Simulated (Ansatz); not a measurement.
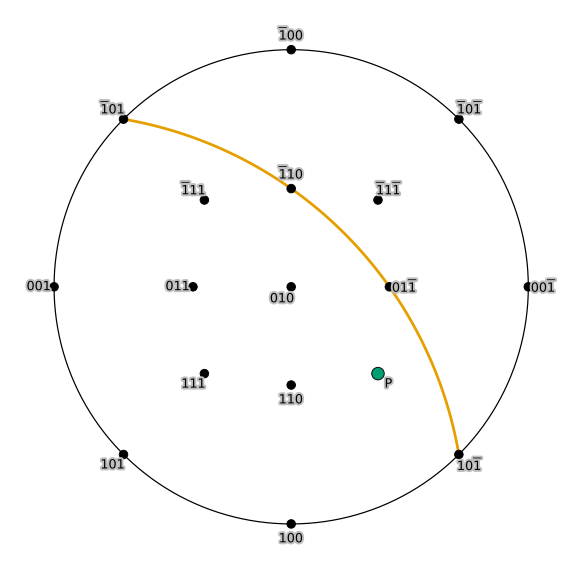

Stereographic projection of plane normals (upper hemisphere) centred on (0 1 0). Crystal: Mn, the input geometry of an electronic-structure calculation (not necessarily at equilibrium); the starting structure was generated, so it need not be a known form of this composition. Symmetry computed with spglib at a tolerance of 0.002 Å; standard conventional cell.

a = 2.795 Å, b = 2.795 Å, c = 2.795 Å, α = 90.00°, β = 90.00°, γ = 90.00°.

Question: Index the pole marked P.

Answer: P is (1 1 −1), 54.7° from the centre.

Question: Which zone does the coloured great circle trace?

Answer: The zone [1 1 1]: its poles satisfy h + k + l = 0.

Question: What is the angle between the normals of (0 1 1) and (−1 0 1), and what are their d_hkl = 1/|g|?

Answer: 60.0°; d = 1.976 Å and 1.976 Å.
